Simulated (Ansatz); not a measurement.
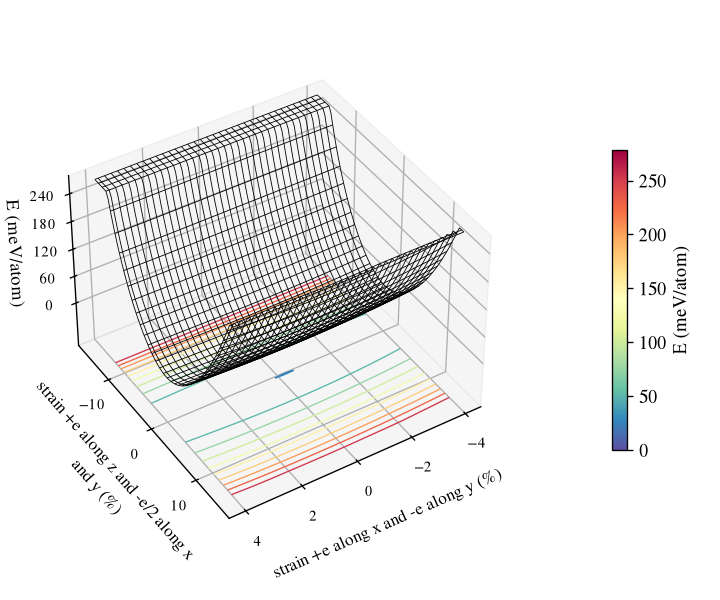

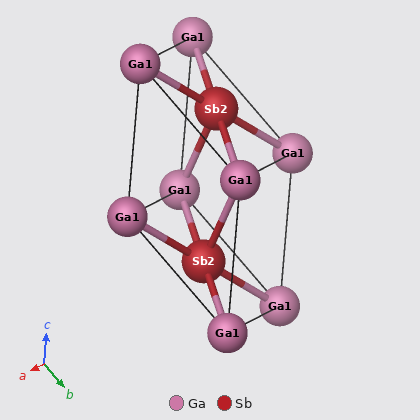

Energy landscape of GaSb (Immm, No. 71; 2 atoms in the cell). The energy is mapped over two homogeneous strains (x along [1 0 0], y along [0 1 0], z along [0 0 1] of the conventional cell). The first coordinate is: strain +e along x and -e along y; the second: strain +e along z and -e/2 along x and y. Nothing is relaxed (symmetry fixes all fractional coordinates). The scan uses a 5 × 5 grid. Points are written as (first, second). Energies are in meV/atom, from the lowest grid point. Method: DFT LDA, scalar-relativistic, plane waves, PAW (Ansatz). Settings: cutoff 420 eV, k-mesh 16×16×16, gaussian smearing 0.15 eV, no spin polarisation.

In the figure: a relief with its contours projected below, any walls above the top of the colour scale cut off. Between grid points the surface is interpolated. The second picture is the structure at the lowest point

Where are the wells?

Answer. The lowest grid point is at (0 %, 0.0 %). The highest grid point, (0 %, −15.0 %), lies 489 meV/atom above the lowest.

The whole map (25 points run) took 12 min on 2 threads of Arm Neoverse N1 (shared host).

PAW datasets: the set soft_1.
